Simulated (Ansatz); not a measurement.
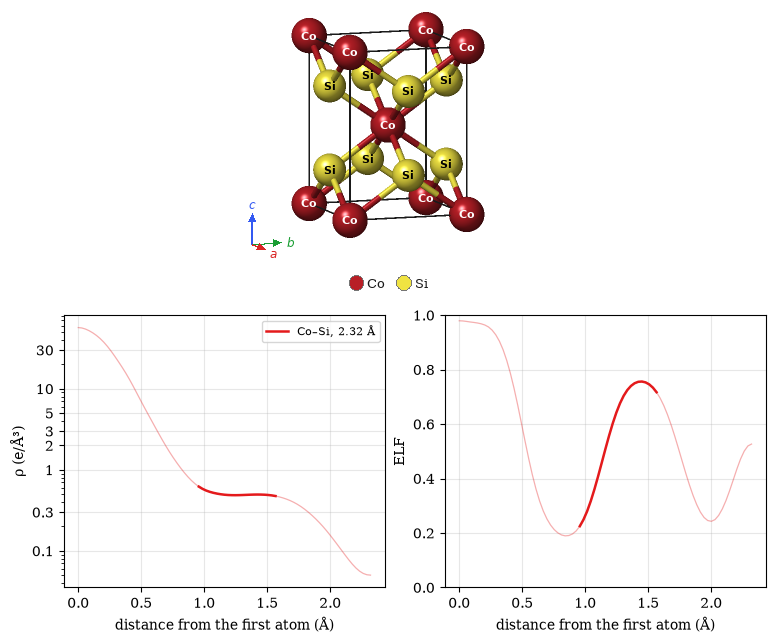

The picture shows: CoSi₂. Valence pseudo-density and electron localisation function along straight lines between neighbouring atoms. Thin, pale parts lie inside the atomic spheres. The structure is drawn too.

Space group I4/mmm; the program warned that a starting moment wasn't kept; spin-polarised, but the moments vanished.

Method: DFT, PBE, PAW with Ansatz's default frozen-core files, scalar-relativistic in Ansatz.

In a PAW calculation such maps are meaningful between the atoms, not at the nuclei.

```xyz
6
Lattice="2.7052 -2.7052 0.0000 2.7052 2.7052 0.0000 0.0000 0.0000 5.2489" Properties=species:S:1:pos:R:3 pbc="T T T"
Co    0.0000    0.0000    0.0000
Co    2.7052    0.0000    2.6244
Si    1.3526    1.3526    1.3122
Si    1.3526   -1.3526    3.9367
Si    1.3526   -1.3526    1.3122
Si    1.3526    1.3526    3.9367
```

Q: What can be read from the curves?

A: Co–Si (2.32 Å): ρ at the midpoint is about 0.49 e/Å³; the ELF peaks at about 0.75 in the valence shell of Si, 0.9 Å from its nucleus, and is about 0.50 at the midpoint.
